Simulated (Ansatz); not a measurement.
## Ta(100) with 4 layers of random Ta-Li, 2x2: scattering by chemical disorder

Wanted: resistance against the alloy's length, first Ta(100) with 4 layers of random Ta-Li, 2x2.

Program: Ansatz 0.2.0. Level of theory: Ansatz plane-wave DFT, PBE, PAW files; ballistic transport by layer matching (Landauer), zero bias; PAW set soft_1. Results are calculated unless marked as measured.

### 1. Starting point

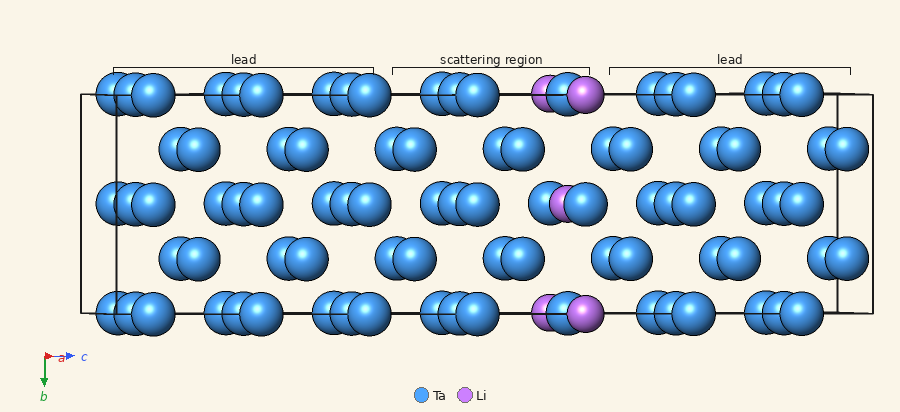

Start, viewed from the side, with the c axis across the page; tantalum blue, lithium purple. Some periodic images of atoms are drawn too.

The cell holds 56 atoms: 54 Ta and 2 Li. Cell: a = 6.605 Å, b = 6.605 Å, c = 23.118 Å, α = 90.0°, β = 90.0°, γ = 90.0°. It derives from Ta. Regions: lead, 40 atoms (40 Ta); scattering region, 16 atoms (14 Ta and 2 Li). The structure is stacked along c, and the current runs across the ab planes.

### 2. With 4 alloy layers

In 4 layers a share of 0.125 of the sites is given to Li at random. The layers about the cell's end stay perfect and serve as the lead. Energies from -0.05 to 0.05 eV in steps of 0.05 eV are too few for the program's thermal sum, so it prints no conductance; for a metal the transmission near the Fermi level serves, at a fraction of the cost.

File input.yaml:

```yaml
crystal:
  lattice:
    - [6.60512, 0.0, 0.0]
    - [0.0, 6.60512, 0.0]
    - [0.0, 0.0, 23.11792]
  atoms:
    - { symbol: Ta, position: [0.0, 0.0, 0.0357142857] }
    - { symbol: Ta, position: [0.0, 0.5, 0.0357142857] }
    - { symbol: Ta, position: [0.5, 0.0, 0.0357142857] }
    - { symbol: Ta, position: [0.5, 0.5, 0.0357142857] }
    - { symbol: Ta, position: [0.25, 0.25, 0.1071428571] }
    - { symbol: Ta, position: [0.25, 0.75, 0.1071428571] }
    - { symbol: Ta, position: [0.75, 0.25, 0.1071428571] }
    - { symbol: Ta, position: [0.75, 0.75, 0.1071428571] }
    - { symbol: Ta, position: [0.0, 0.0, 0.1785714286] }
    - { symbol: Ta, position: [0.0, 0.5, 0.1785714286] }
    - { symbol: Ta, position: [0.5, 0.0, 0.1785714286] }
    - { symbol: Ta, position: [0.5, 0.5, 0.1785714286] }
    - { symbol: Ta, position: [0.25, 0.25, 0.25] }
    - { symbol: Ta, position: [0.25, 0.75, 0.25] }
    - { symbol: Ta, position: [0.75, 0.25, 0.25] }
    - { symbol: Ta, position: [0.75, 0.75, 0.25] }
    - { symbol: Ta, position: [0.0, 0.0, 0.3214285714] }
    - { symbol: Ta, position: [0.0, 0.5, 0.3214285714] }
    - { symbol: Ta, position: [0.5, 0.0, 0.3214285714] }
    - { symbol: Ta, position: [0.5, 0.5, 0.3214285714] }
    - { symbol: Ta, position: [0.25, 0.25, 0.3928571429] }
    - { symbol: Ta, position: [0.25, 0.75, 0.3928571429] }
    - { symbol: Ta, position: [0.75, 0.25, 0.3928571429] }
    - { symbol: Ta, position: [0.75, 0.75, 0.3928571429] }
    - { symbol: Ta, position: [0.0, 0.0, 0.4642857143] }
    - { symbol: Ta, position: [0.0, 0.5, 0.4642857143] }
    - { symbol: Ta, position: [0.5, 0.0, 0.4642857143] }
    - { symbol: Ta, position: [0.5, 0.5, 0.4642857143] }
    - { symbol: Ta, position: [0.25, 0.25, 0.5357142857] }
    - { symbol: Ta, position: [0.25, 0.75, 0.5357142857] }
    - { symbol: Ta, position: [0.75, 0.25, 0.5357142857] }
    - { symbol: Ta, position: [0.75, 0.75, 0.5357142857] }
    - { symbol: Li, position: [0.0, 0.0, 0.6071428571] }
    - { symbol: Ta, position: [0.0, 0.5, 0.6071428571] }
    - { symbol: Ta, position: [0.5, 0.0, 0.6071428571] }
    - { symbol: Li, position: [0.5, 0.5, 0.6071428571] }
    - { symbol: Ta, position: [0.25, 0.25, 0.6785714286] }
    - { symbol: Ta, position: [0.25, 0.75, 0.6785714286] }
    - { symbol: Ta, position: [0.75, 0.25, 0.6785714286] }
    - { symbol: Ta, position: [0.75, 0.75, 0.6785714286] }
    - { symbol: Ta, position: [0.0, 0.0, 0.75] }
    - { symbol: Ta, position: [0.0, 0.5, 0.75] }
    - { symbol: Ta, position: [0.5, 0.0, 0.75] }
    - { symbol: Ta, position: [0.5, 0.5, 0.75] }
    - { symbol: Ta, position: [0.25, 0.25, 0.8214285714] }
    - { symbol: Ta, position: [0.25, 0.75, 0.8214285714] }
    - { symbol: Ta, position: [0.75, 0.25, 0.8214285714] }
    - { symbol: Ta, position: [0.75, 0.75, 0.8214285714] }
    - { symbol: Ta, position: [0.0, 0.0, 0.8928571429] }
    - { symbol: Ta, position: [0.0, 0.5, 0.8928571429] }
    - { symbol: Ta, position: [0.5, 0.0, 0.8928571429] }
    - { symbol: Ta, position: [0.5, 0.5, 0.8928571429] }
    - { symbol: Ta, position: [0.25, 0.25, 0.9642857143] }
    - { symbol: Ta, position: [0.25, 0.75, 0.9642857143] }
    - { symbol: Ta, position: [0.75, 0.25, 0.9642857143] }
    - { symbol: Ta, position: [0.75, 0.75, 0.9642857143] }
kpoints:
  mp_grid: { grid: [4, 4, 1] }
hamiltonian:
  xc: pbe
  pseudopotentials: { kind: paw, azcp: { folder: soft_1 } }
scf:
  occupations: { method: fermi_dirac, width: 0.1 }
output:
  transmission: { leads: [[0, 4]], kmesh: [8, 8], e_range: [-0.05, 0.05], de: 0.05 }
  write_potential: true
  write_density: true
  volumetric_format: npy
```

Launch:

```
> ansatz run input.yaml --threads 4 --pin off --max-ram 15360MiB --backend cpu --events-out ev --progress --plain --runs-dir out
```

Numbers of over 12 decimals in the logs are rounded to 6 here.

Log:

```text
Engine: ansatz 0.2.0, aarch64-unknown-linux-gnu
Pseudopotentials: kind: paw
Pseudopotential: Ta, paw, valence charge 13, recommended cutoff 420 eV (normal), soft_1/Ta.paw.azcp
Pseudopotential: Li, paw, valence charge 3, recommended cutoff 420 eV (normal), soft_1/Li.paw.azcp
Functional definition: PBE
  parameter kappa = 0.804
  parameter beta = 0.066725
  exchange = pbe_x(kappa = kappa, mu = beta*pi^2/3)
  correlation = pbe_c(beta = beta)
Crystal: 56 atoms, lattice volume = 1008.580 Å³
Basis set: ecut = 420 eV, 19677 PW (Γ)
Bands: 425, of which v1, the nominal top of the filled ones, is band 354 counted from 1 (353 counted from 0)
Symmetry: 32 space group operations
Space group: P4/mmm (ITA 123), of the structure as read, at distance tolerance 1.0e-4 Å
k-points: 6 of 16
Non-local potential: Ta, projectors of the file, l = 0: 3, l = 1: 2, l = 2: 2, l = 3: 1
Non-local potential: Li, projectors of the file, l = 0: 3, l = 1: 2, l = 2: 1
PAW form: soft (Blöchl's): semilocal exchange-correlation on the pseudo side does not see the compensation charge
PAW one-centre angular grid: Ta, 590 points (default); XC on 64 Gauss nodes
PAW one-centre angular grid: Li, 110 points (default); XC on 96 Gauss nodes
Initial density: superposition of atomic densities (chi_scale 0.1, normalization cell, long waves kept (reshape's long-wave potential 0.51 eV rms))
Initial wavefunctions: pseudopotential atomic-orbital guess
Functional: x = pbe(κ = 0.804, μ = 0.219515), c = pbe(β = 0.066725)
SCF iter   1: F=—  HF=-536815.389410 eV  |F-HF|=—  |Δ(HF+E_count)|=         —  Δρ=5.09e-2  dr2=9.26e2  ethr=3.10e-3  ⟨swp⟩=7.3  Hψ=10903  notcnv=0  defer=18
preconditioner: auto → Kerker (q_TF=auto, 2.572 Å⁻¹)  [metal: Δε(μ)=0.014 eV  Ē_g=4.186 eV  σ=0.100 eV  W_gap=0.04  n_scr=294 (ndim 8)  ℏωp=19.3 eV  f_vac=0.000  D(μ)=67.34/eV (n_scr^D=740)]
SCF iter   2: F=—  HF=-536805.983087 eV  |F-HF|=—  |Δ(HF+E_count)|=    9.41e0  Δρ=2.92e-2  dr2=2.22e2  ethr=3.10e-3  ⟨swp⟩=2.5  Hψ=3154  notcnv=0  defer=74
SCF iter   3: F=—  HF=-536802.421308 eV  |F-HF|=—  |Δ(HF+E_count)|=    3.56e0  Δρ=5.93e-3  dr2=5.11e0  ethr=3.10e-3  ⟨swp⟩=3.2  Hψ=4693  notcnv=0  defer=65
SCF iter   4: F=—  HF=-536802.331785 eV  |F-HF|=—  |Δ(HF+E_count)|=   8.95e-2  Δρ=2.41e-3  dr2=1.60e0  ethr=7.21e-4  ⟨swp⟩=1.3  Hψ=2722  notcnv=0  defer=62
SCF iter   5: F=—  HF=-536802.309801 eV  |F-HF|=—  |Δ(HF+E_count)|=   2.20e-2  Δρ=8.12e-4  dr2=2.63e-1  ethr=2.26e-4  ⟨swp⟩=1.5  Hψ=2565  notcnv=0  defer=59
SCF iter   6: F=—  HF=-536802.306138 eV  |F-HF|=—  |Δ(HF+E_count)|=   3.66e-3  Δρ=2.23e-4  dr2=1.13e-2  ethr=3.71e-5  ⟨swp⟩=1.0  Hψ=2491  notcnv=0  defer=59
SCF iter   7: F=—  HF=-536802.305854 eV  |F-HF|=—  |Δ(HF+E_count)|=   2.84e-4  Δρ=5.65e-5  dr2=4.50e-4  ethr=1.60e-6  ⟨swp⟩=1.5  Hψ=2620  notcnv=0  defer=59
SCF iter   8: F=—  HF=-536802.305809 eV  |F-HF|=—  |Δ(HF+E_count)|=   4.46e-5  Δρ=1.54e-5  dr2=4.78e-5  ethr=6.36e-8  ⟨swp⟩=2.0  Hψ=2741  notcnv=0  defer=59
SCF iter   9: F=—  HF=-536802.305190 eV  |F-HF|=—  |Δ(HF+E_count)|=   6.20e-4  Δρ=4.19e-6  dr2=2.25e-6  ethr=6.75e-9  ⟨swp⟩=1.0  Hψ=2550  notcnv=0  defer=59
SCF iter  10: F=-536802.305190 eV  HF=-536802.305190 eV  |F-HF|=1.29e-8  |Δ(HF+E_count)|=   8.03e-8  Δρ=5.27e-7  dr2=1.41e-8  ethr=1.41e-11  ⟨swp⟩=11.0  Hψ=8262  notcnv=0
SCF 1 converged in 10 iterations: F = -536802.305190 eV  dr2 = 1.41e-8
  greatest PAW one-centre occupation: 1.000 electrons in one spin orbital (limit 2), on the Li atom at site 35 (counted from 0), in its partial waves of l = 0
transmission: 63 of 630 steps passed
transmission: 126 of 630 steps passed
[...]
transmission: 630 of 630 steps passed
SCF converged after 10 iterations
Free energy (F): -536802.305190 eV
Harris-Foulkes:  -536802.305190 eV  (|F-HF|=1.29e-8)
Internal energy: -536800.122826 eV  (E = F + TS)
E sigma→0 (E₀):  -536801.214008 eV
Entropy (-TS):   -2.182364 eV (-38.971 meV/atom)
Fermi energy:    17.915120 eV
--- Per-component energies (eV) ---
  E_band       = -6192.637971
  E_kinetic    = 21275.458553
  E_local      = -33437.311875  (includes V_loc(G=0)·N_el)
  E_nonlocal   = -631.698445
  E_hartree    = 12417.399494
  E_xc         = -17361.202520
  E_vxc        = -12634.028426  (∫ρ·V_xc dr)
  E_paw        = -448498.497334  (= ΣΔE_a)
  E_vpaw       = -5599.852906  (= ΣTr[D̂ρ^β])
  E_aug_tail   = 0.005749  (compensation charges beyond the density's cutoff)
  E_ewald      = -70564.276448
  E_smearing   = -2.182364  (= −TS)
  E_closure    = 0.000000  (closes the sum)
  Σ components = -536802.305190   (vs F -536802.305190, Δ=0.00e0)
--- Band table (eV; the first three rows and the last of 6) ---
  k-point 0: bands = [... 350 lower, 18.5499, 18.5710, 18.5710, 18.6194, 18.6194, 18.6715, 18.6864, 18.7243, ... 67 higher]
  k-point 1: bands = [... 350 lower, 18.1827, 18.2109, 18.2540, 18.2993, 18.3032, 18.3040, 18.3207, 18.3640, ... 67 higher]
  k-point 2: bands = [... 350 lower, 17.7489, 17.7489, 17.8467, 17.8467, 17.8811, 17.8811, 17.9805, 17.9805, ... 67 higher]
  k-point 5: bands = [... 350 lower, 17.3051, 17.3051, 17.3308, 17.3308, 17.3312, 17.3312, 17.3347, 17.3347, ... 67 higher]
--- Transmission ---
  basis      : 377 plane waves across, 42 finite elements along
  points     : 15, standing for a mesh of 8 x 8
  energies   : 3 from -0.050000 to 0.050000 eV about the Fermi level, 0.050000 eV apart; the leads are filled to 0.000000 eV, and channels, transmission and decay are at 0.000000 eV
  crystal 0  : Ta4, at the sites [0, 4], period 1.6513 Å, over 21.47 Å; its Hamiltonian steps by up to 10.8 meV
    offset         : up to 0.0000 Å between an atom of the period and one for which it stands
    channels       : 1.048438e1 a spin
    conductance    : none, the energies end too early or step too widely for 300 K: set another output.transmission.e_range or a lower de, or, where they end at an eighth of basis.ecutwfc, a higher one
  junction   : crystal 0 to crystal 0, 2.60 to 24.07 Å
    transmission   : 5.492322e0 a spin
    conductance    : none, the energies end too early or step too widely for 300 K: set another output.transmission.e_range or a lower de, or, where they end at an eighth of basis.ecutwfc, a higher one
```

It took 5.9 min on 4 threads of Arm Neoverse V2, shared host; peak memory 7.5 GiB.

This step gave:

- free energy: -536802.3052 eV
- energy at zero smearing: -536801.2140 eV
- Fermi energy: 17.92 eV
- cell area: 43.63 Å²
- transmission per spin nearest the Fermi level: 5.492
- open channels per spin nearest the Fermi level: 10.48
- step of the lead's potential: 10.8 meV

Per spin. The transmission, zone mean by energy, zero at the Fermi level:

```
energy (eV)  transmission, zone mean
    -0.0500                     5.71
     0.0000                     5.49
     0.0500                     5.04
```

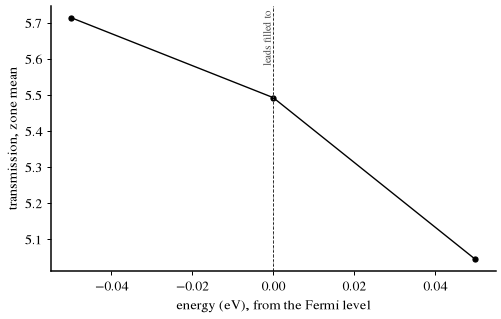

Transmission, zone mean, plotted against energy.

Per spin. Table of open channels, zone mean, lead by energy, zero at the Fermi level:

| energy (eV) | open channels, zone mean, lead |
| --- | --- |
| -0.0500 | 10.3 |
| 0.0000 | 10.5 |
| 0.0500 | 9.86 |

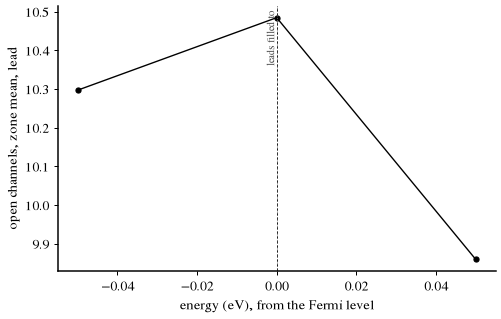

Open channels, zone mean, lead, plotted against energy.

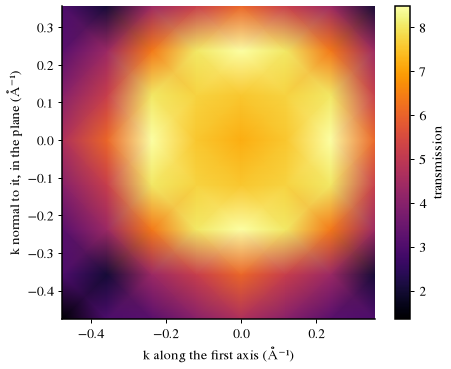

Transmission over k1 and k2. At 0.0000 eV from the Fermi level.

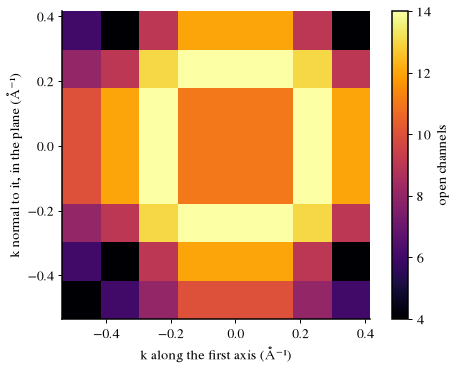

Open channels over k1 and k2. At 0.0000 eV from the Fermi level.

Over the solved energies the transmission per spin lies between 5.04 and 5.71, out of 10.2 channels of the lead on average (up to 10.5).

### 3. With 8 alloy layers

System of this step: Ta(100) with 8 layers of random Ta-Li, 2x2. The cell holds 72 atoms: 68 Ta and 4 Li. Cell: a = 6.605 Å, b = 6.605 Å, c = 29.723 Å, α = 90.0°, β = 90.0°, γ = 90.0°. It derives from Ta. Regions: lead, 40 atoms (40 Ta); scattering region, 32 atoms (28 Ta and 4 Li). The structure is stacked along c, and the current runs across the ab planes.

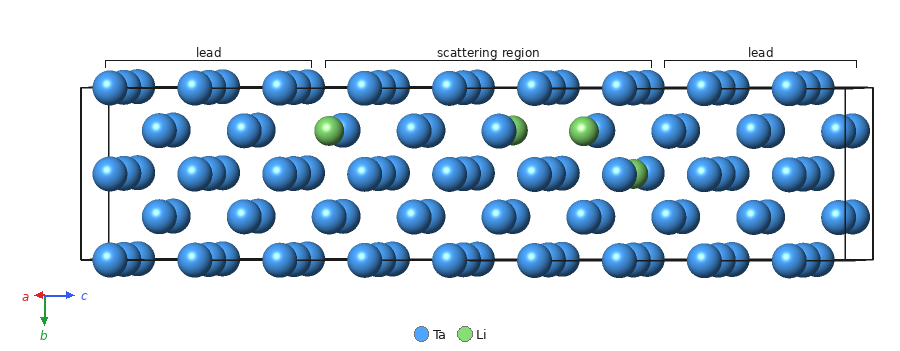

The cell of this step (tantalum blue, lithium green). Some periodic images of atoms are drawn too.

File input.yaml:

```yaml
crystal:
  lattice:
    - [6.60512, 0.0, 0.0]
    - [0.0, 6.60512, 0.0]
    - [0.0, 0.0, 29.72304]
  atoms:
    - { symbol: Ta, position: [0.0, 0.0, 0.0277777778] }
    - { symbol: Ta, position: [0.0, 0.5, 0.0277777778] }
    - { symbol: Ta, position: [0.5, 0.0, 0.0277777778] }
    - { symbol: Ta, position: [0.5, 0.5, 0.0277777778] }
    - { symbol: Ta, position: [0.25, 0.25, 0.0833333333] }
    - { symbol: Ta, position: [0.25, 0.75, 0.0833333333] }
    - { symbol: Ta, position: [0.75, 0.25, 0.0833333333] }
    - { symbol: Ta, position: [0.75, 0.75, 0.0833333333] }
    - { symbol: Ta, position: [0.0, 0.0, 0.1388888889] }
    - { symbol: Ta, position: [0.0, 0.5, 0.1388888889] }
    - { symbol: Ta, position: [0.5, 0.0, 0.1388888889] }
    - { symbol: Ta, position: [0.5, 0.5, 0.1388888889] }
    - { symbol: Ta, position: [0.25, 0.25, 0.1944444444] }
    - { symbol: Ta, position: [0.25, 0.75, 0.1944444444] }
    - { symbol: Ta, position: [0.75, 0.25, 0.1944444444] }
    - { symbol: Ta, position: [0.75, 0.75, 0.1944444444] }
    - { symbol: Ta, position: [0.0, 0.0, 0.25] }
    - { symbol: Ta, position: [0.0, 0.5, 0.25] }
    - { symbol: Ta, position: [0.5, 0.0, 0.25] }
    - { symbol: Ta, position: [0.5, 0.5, 0.25] }
    - { symbol: Ta, position: [0.25, 0.25, 0.3055555556] }
    - { symbol: Ta, position: [0.25, 0.75, 0.3055555556] }
    - { symbol: Li, position: [0.75, 0.25, 0.3055555556] }
    - { symbol: Ta, position: [0.75, 0.75, 0.3055555556] }
    - { symbol: Ta, position: [0.0, 0.0, 0.3611111111] }
    - { symbol: Ta, position: [0.0, 0.5, 0.3611111111] }
    - { symbol: Ta, position: [0.5, 0.0, 0.3611111111] }
    - { symbol: Ta, position: [0.5, 0.5, 0.3611111111] }
    - { symbol: Ta, position: [0.25, 0.25, 0.4166666667] }
    - { symbol: Ta, position: [0.25, 0.75, 0.4166666667] }
    - { symbol: Ta, position: [0.75, 0.25, 0.4166666667] }
    - { symbol: Ta, position: [0.75, 0.75, 0.4166666667] }
    - { symbol: Ta, position: [0.0, 0.0, 0.4722222222] }
    - { symbol: Ta, position: [0.0, 0.5, 0.4722222222] }
    - { symbol: Ta, position: [0.5, 0.0, 0.4722222222] }
    - { symbol: Ta, position: [0.5, 0.5, 0.4722222222] }
    - { symbol: Li, position: [0.25, 0.25, 0.5277777778] }
    - { symbol: Ta, position: [0.25, 0.75, 0.5277777778] }
    - { symbol: Ta, position: [0.75, 0.25, 0.5277777778] }
    - { symbol: Ta, position: [0.75, 0.75, 0.5277777778] }
    - { symbol: Ta, position: [0.0, 0.0, 0.5833333333] }
    - { symbol: Ta, position: [0.0, 0.5, 0.5833333333] }
    - { symbol: Ta, position: [0.5, 0.0, 0.5833333333] }
    - { symbol: Ta, position: [0.5, 0.5, 0.5833333333] }
    - { symbol: Ta, position: [0.25, 0.25, 0.6388888889] }
    - { symbol: Ta, position: [0.25, 0.75, 0.6388888889] }
    - { symbol: Li, position: [0.75, 0.25, 0.6388888889] }
    - { symbol: Ta, position: [0.75, 0.75, 0.6388888889] }
    - { symbol: Ta, position: [0.0, 0.0, 0.6944444444] }
    - { symbol: Ta, position: [0.0, 0.5, 0.6944444444] }
    - { symbol: Ta, position: [0.5, 0.0, 0.6944444444] }
    - { symbol: Li, position: [0.5, 0.5, 0.6944444444] }
    - { symbol: Ta, position: [0.25, 0.25, 0.75] }
    - { symbol: Ta, position: [0.25, 0.75, 0.75] }
    - { symbol: Ta, position: [0.75, 0.25, 0.75] }
    - { symbol: Ta, position: [0.75, 0.75, 0.75] }
    - { symbol: Ta, position: [0.0, 0.0, 0.8055555556] }
    - { symbol: Ta, position: [0.0, 0.5, 0.8055555556] }
    - { symbol: Ta, position: [0.5, 0.0, 0.8055555556] }
    - { symbol: Ta, position: [0.5, 0.5, 0.8055555556] }
    - { symbol: Ta, position: [0.25, 0.25, 0.8611111111] }
    - { symbol: Ta, position: [0.25, 0.75, 0.8611111111] }
    - { symbol: Ta, position: [0.75, 0.25, 0.8611111111] }
    - { symbol: Ta, position: [0.75, 0.75, 0.8611111111] }
    - { symbol: Ta, position: [0.0, 0.0, 0.9166666667] }
    - { symbol: Ta, position: [0.0, 0.5, 0.9166666667] }
    - { symbol: Ta, position: [0.5, 0.0, 0.9166666667] }
    - { symbol: Ta, position: [0.5, 0.5, 0.9166666667] }
    - { symbol: Ta, position: [0.25, 0.25, 0.9722222222] }
    - { symbol: Ta, position: [0.25, 0.75, 0.9722222222] }
    - { symbol: Ta, position: [0.75, 0.25, 0.9722222222] }
    - { symbol: Ta, position: [0.75, 0.75, 0.9722222222] }
kpoints:
  mp_grid: { grid: [4, 4, 1] }
hamiltonian:
  xc: pbe
  pseudopotentials: { kind: paw, azcp: { folder: soft_1 } }
scf:
  occupations: { method: fermi_dirac, width: 0.1 }
output:
  transmission: { leads: [[0, 4]], kmesh: [8, 8], e_range: [-0.05, 0.05], de: 0.05 }
  write_potential: true
  write_density: true
  volumetric_format: npy
```

Log:

```text
[...]
Crystal: 72 atoms, lattice volume = 1296.745 Å³
Basis set: ecut = 420 eV, 25307 PW (Γ)
Bands: 538, of which v1, the nominal top of the filled ones, is band 448 counted from 1 (447 counted from 0)
Symmetry: 1 space group operations
[...]
k-points: 10 of 16 (time reversal used)
[...]
SCF iter   1: F=—  HF=-676309.191736 eV  |F-HF|=—  |Δ(HF+E_count)|=         —  Δρ=6.58e-2  dr2=5.85e3  ethr=3.10e-3  ⟨swp⟩=7.0  Hψ=22636  notcnv=0
[...]
SCF iter  10: F=-676274.344567 eV  HF=-676274.344567 eV  |F-HF|=5.22e-8  |Δ(HF+E_count)|=   6.32e-8  Δρ=1.01e-6  dr2=6.47e-8  ethr=1.12e-11  ⟨swp⟩=12.4  Hψ=18122  notcnv=0
SCF 1 converged in 10 iterations: F = -676274.344567 eV  dr2 = 6.47e-8
[...]
transmission: 189 of 1836 steps passed
transmission: 369 of 1836 steps passed
[...]
transmission: 1836 of 1836 steps passed
SCF converged after 10 iterations
Free energy (F): -676274.344567 eV
[...]
Internal energy: -676271.425585 eV  (E = F + TS)
E sigma→0 (E₀):  -676272.885076 eV
Entropy (-TS):   -2.918983 eV (-40.541 meV/atom)
Fermi energy:    17.574341 eV
[...]
--- Band table (eV; the first three rows and the last of 10) ---
  k-point 0: bands = [... 444 lower, 18.1785, 18.1807, 18.1876, 18.2121, 18.2206, 18.2277, 18.2504, 18.2572, ... 86 higher]
  k-point 1: bands = [... 444 lower, 17.8158, 17.8347, 17.8566, 17.8768, 17.8959, 17.9027, 17.9190, 17.9574, ... 86 higher]
  k-point 2: bands = [... 444 lower, 17.4437, 17.4506, 17.4889, 17.5274, 17.5287, 17.5633, 17.5926, 17.6084, ... 86 higher]
  k-point 9: bands = [... 444 lower, 16.9326, 16.9496, 16.9550, 16.9757, 16.9917, 16.9981, 17.0182, 17.0217, ... 86 higher]
--- Transmission ---
  basis      : 377 plane waves across, 54 finite elements along
  points     : 34, standing for a mesh of 8 x 8
[...]
channels       : 1.048438e1 a spin
[...]
junction   : crystal 0 to crystal 0, 0.70 to 28.77 Å
    transmission   : 3.928560e0 a spin
[...]
```

Elapsed: 23 min, on 4 threads; peak memory 8.3 GiB; 76 min of CPU time.

Numbers from this step:

```
free energy                                   : -676274.3446 eV
energy at zero smearing                       : -676272.8851 eV
Fermi energy                                  : 17.57 eV
transmission per spin nearest the Fermi level : 3.929
step of the lead's potential                  : 12.6 meV
```

Per spin. Table of transmission, zone mean by energy, zero at the Fermi level:

```csv
energy (eV),"transmission, zone mean"
-0.0500,4.04
0.0000,3.93
0.0500,3.77
```

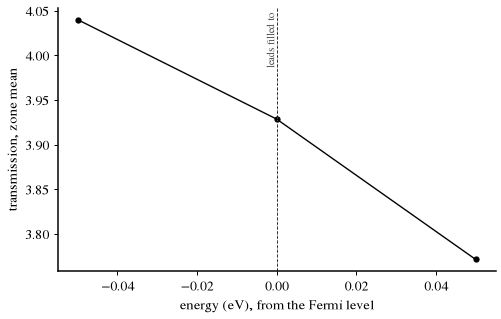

Transmission, zone mean against energy.

Over the solved energies the transmission per spin lies between 3.77 and 4.04, out of 10.3 channels of the lead on average (up to 10.5).

[end of part 1 of 2]

[Logs are printed without paths, hosts, clocks, repeated set-up lines and the standing remarks that a program may print on its own settings, such as how far it seeks lower states.]

[Hosts, paths, dates, database ids (printed as entryN), source tags and the programs' standing remarks are cut or masked in the printed files.]
